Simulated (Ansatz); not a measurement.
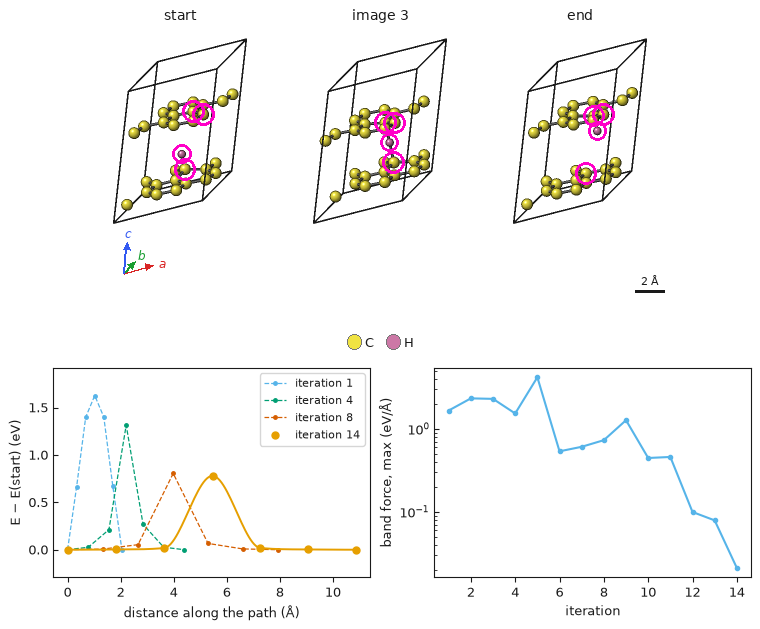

A nudged-elastic-band calculation for a defect cell of composition HC28 (29 atoms in the cell). Images are numbered from 0 (start) to 6 (end). The plot follows the band through its iterations. Style: ball-and-stick. Shown: the reduced simulation cell (origin moved), slightly off an axis. The atoms that move most are ringed. Lengths and directions refer to the drawn axes. Bonds to atoms that aren't drawn are left out.

The calculation used Ansatz 0.2.0, DFT PBE, scalar-relativistic, plane waves, PAW. Settings: plane-wave cutoff 420 eV; k-point mesh 4 × 4 × 4; Gaussian smearing 0.1 eV; 5 movable images; climbing image.

Q: Did the band converge, and can the barrier be trusted?

A: The run is converged, with reservations. The band converged in 14 iterations. The largest component of the band force went from 1.7 to 0.021 eV/Å. The climbing image converged on the top of the path. Its curvatures weren't checked. The first iteration put the highest image at 1.63 eV. The two ends have the same energy, and the highest point, image 3, lies 0.78 eV above the start.

Limits of the set-up: the periodic images lie only 6.5 Å apart, so the values are limited by the cell's size.

The run took 40 min on 4 threads of AMD EPYC 7R13 Processor (Zen 3), with other jobs on the host, peak memory 4 GiB.
